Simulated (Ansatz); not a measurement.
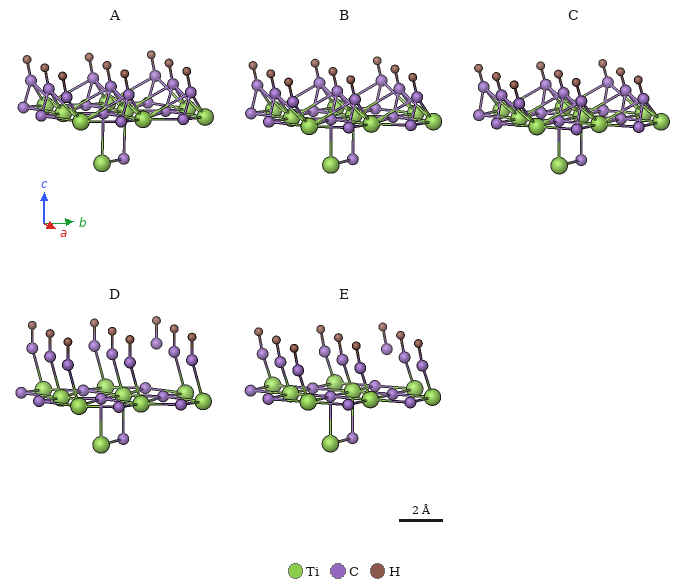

5 geometries from one constrained relaxation of a slab of composition Ti4HC5 (cut from the Fm-3m phase), in shuffled order. The picture is a ball-and-stick view of the atoms within 5.8 Å of the atom that moves most (axes of the 3 × 2 repeat of the cell, outlined in the plane, without the vacuum), seen slightly off an axis.

Case: CH put at a bridge C-Ti site. The slab is the (1 0 0) face of TiC with CH on it. 4 atoms are held fixed.

Theory: DFT r2SCAN, scalar-relativistic, plane waves, PAW in Ansatz. Set-up: plane-wave cutoff 500 eV; k-point mesh 9 × 9 × 1; occupations gaussian; smearing width 0.1 eV; no spin polarisation; dipole correction; atoms relaxed in a fixed cell; force threshold 0.03 eV/Å; at most 70 steps.

Q: Put them in the order of the run, from the start to the converged end.

A: D, E, A, B, C. They are steps 0, 2, 4, 6, 10, at +4.136 eV per cell of the calculation, +2.520 eV per cell of the calculation, +0.567 eV per cell of the calculation, +98.5 meV per cell of the calculation relative to the last. The energy falls by 4.136 eV per cell of the calculation in 10 geometry steps. The largest force component goes from 3.1 to 0.018 eV/Å. The atom that moves furthest is the H atom (1.47 Å at 52° to the normal (−c side)). Largest moves by element: H 1.47 Å, C 1.01 Å, Ti 0.03 Å. The cell doesn't change. Some distances before and after: C–C 2.274 → 1.372 Å, C–Ti 3.205 → 2.563 Å, C–Ti 2.365 → 2.163 Å, C–Ti 2.205 → 2.132 Å. New bonds form: C–C (2.27 → 1.37 Å), C–Ti (3.21 → 2.56 Å). Bond angles that change, for instance: C–Ti–C 114.5° → 142.7°, C–Ti–C 152.8° → 126.9°, C–Ti–C 174.6° → 179.5°. Cost: 13 min on 2 threads of Arm Neoverse N1, with other jobs on the host, peak memory 1.2 GiB.

Limits of the set-up: the periodic images lie only 3.1 Å apart, so the values are limited by the cell's size.
